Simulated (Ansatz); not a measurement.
## Electronic structure of W13Se29 (cell charge −1, with a compensating background) (cell with a defect) in real space

```yaml
crystal:
  lattice:
    - [1.63951, -8.51913, 0.00000]
    - [6.55803, 5.67942, 0.00000]
    - [0.00000, 0.00000, 12.78851]
  atoms:
    - { symbol: Se, position: [0.68551, 0.41952, 0.25007] }
    - { symbol: W, position: [0.22281, 0.18393, 0.25007] }
    - { symbol: W, position: [0.80679, 0.03856, 0.25008] }
    - { symbol: W, position: [0.51713, 0.61840, 0.25008] }
    - { symbol: W, position: [0.11025, 0.47805, 0.25007] }
    - { symbol: W, position: [0.37900, 0.89503, 0.25008] }
    - { symbol: W, position: [0.96330, 0.76579, 0.25007] }
    - { symbol: W, position: [0.90465, 0.52223, 0.75007] }
    - { symbol: W, position: [0.47638, 0.37901, 0.75007] }
    - { symbol: W, position: [0.04702, 0.23560, 0.75007] }
    - { symbol: W, position: [0.76258, 0.80857, 0.75007] }
    - { symbol: W, position: [0.33377, 0.66556, 0.75007] }
    - { symbol: W, position: [0.61923, 0.09354, 0.75007] }
    - { symbol: W, position: [0.19077, 0.95020, 0.75007] }
    - { symbol: Se, position: [0.66677, 0.33154, 0.61793] }
    - { symbol: Se, position: [0.23781, 0.18842, 0.61834] }
    - { symbol: Se, position: [0.80897, 0.04580, 0.61767] }
    - { symbol: Se, position: [0.52438, 0.61761, 0.61846] }
    - { symbol: Se, position: [0.09555, 0.47443, 0.61848] }
    - { symbol: Se, position: [0.38175, 0.90354, 0.61780] }
    - { symbol: Se, position: [0.95266, 0.76038, 0.61815] }
    - { symbol: Se, position: [0.92717, 0.53282, 0.11346] }
    - { symbol: Se, position: [0.45579, 0.37478, 0.11412] }
    - { symbol: Se, position: [0.03870, 0.23339, 0.11750] }
    - { symbol: Se, position: [0.76288, 0.80194, 0.11817] }
    - { symbol: Se, position: [0.33728, 0.66711, 0.11375] }
    - { symbol: Se, position: [0.61801, 0.08884, 0.12171] }
    - { symbol: Se, position: [0.19649, 0.95475, 0.11845] }
    - { symbol: Se, position: [0.66677, 0.33154, 0.88220] }
    - { symbol: Se, position: [0.23781, 0.18842, 0.88179] }
    - { symbol: Se, position: [0.80896, 0.04580, 0.88246] }
    - { symbol: Se, position: [0.52439, 0.61761, 0.88167] }
    - { symbol: Se, position: [0.09555, 0.47443, 0.88165] }
    - { symbol: Se, position: [0.38175, 0.90354, 0.88233] }
    - { symbol: Se, position: [0.95266, 0.76038, 0.88198] }
    - { symbol: Se, position: [0.92717, 0.53281, 0.38668] }
    - { symbol: Se, position: [0.45579, 0.37476, 0.38602] }
    - { symbol: Se, position: [0.03871, 0.23340, 0.38264] }
    - { symbol: Se, position: [0.76289, 0.80193, 0.38199] }
    - { symbol: Se, position: [0.33726, 0.66709, 0.38641] }
    - { symbol: Se, position: [0.61801, 0.08879, 0.37850] }
    - { symbol: Se, position: [0.19649, 0.95475, 0.38170] }
```

The program warned that a starting moment wasn't kept; spin-polarised, but the moments vanished.

The calculation used DFT PBE+D3(BJ), scalar-relativistic, plane waves, PAW (Ansatz).

In a PAW calculation such maps are meaningful between the atoms, not at the nuclei.

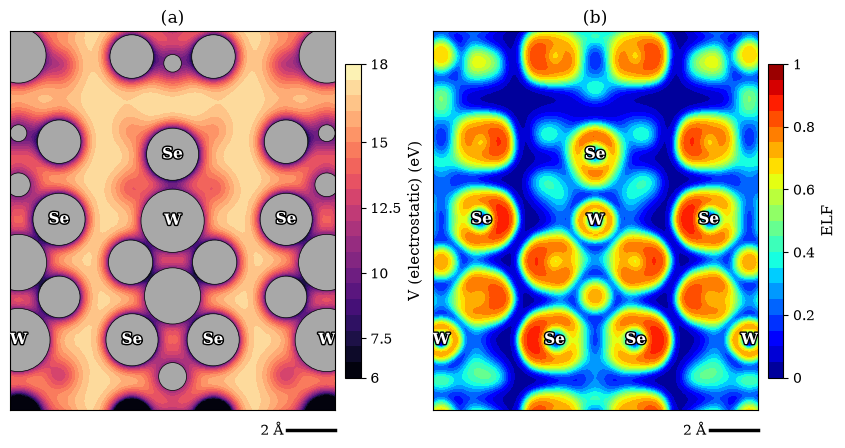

Figure 1. (a) electrostatic potential energy of an electron; (b) electron localisation function on the (110) plane of the calculation cell. Grey discs cover the atomic cores in the potential map.

**What do the fields say about this system?**

- The section cuts through Se and W sites.
- Atoms just off the plane (W, 0.6 Å away and Se, 0.6 Å away) can leave unmarked features too.
- W–Se (2.76 Å): the ELF is about 0.40 at the midpoint.
- The features right at W lie inside the PAW spheres, where the map follows smoothed inner orbitals and isn't to be read closely.
- Outside the cores the potential energy rises away from the atoms and is highest about 2.0 Å from the nearest atoms; its zero is arbitrary.

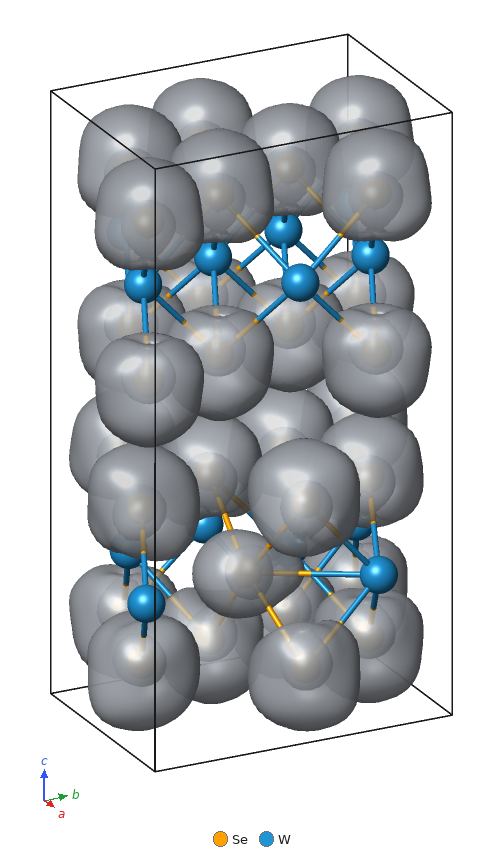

Figure 2. Isosurface of the ELF at 0.65 (grey), seen slightly off an axis. Only the valence region is drawn (cores and ρ < 0.01 e/Å³ removed). Sticks mark near contacts.

**Where are the electrons localised?**

The surface consists of 29 regions wrapped around Se (the valence shell of each), counted in one cell of 42 atoms. Any copies at cell faces, edges or corners count once.


W–Se (2.51 Å): the ELF is about 0.55 at the midpoint. Se–Se (2.52 Å): the ELF peaks at about 0.70 between the atoms.

**Metal or insulator at this level of theory?**

It is metallic or semimetallic at this level of theory: no gap opens.
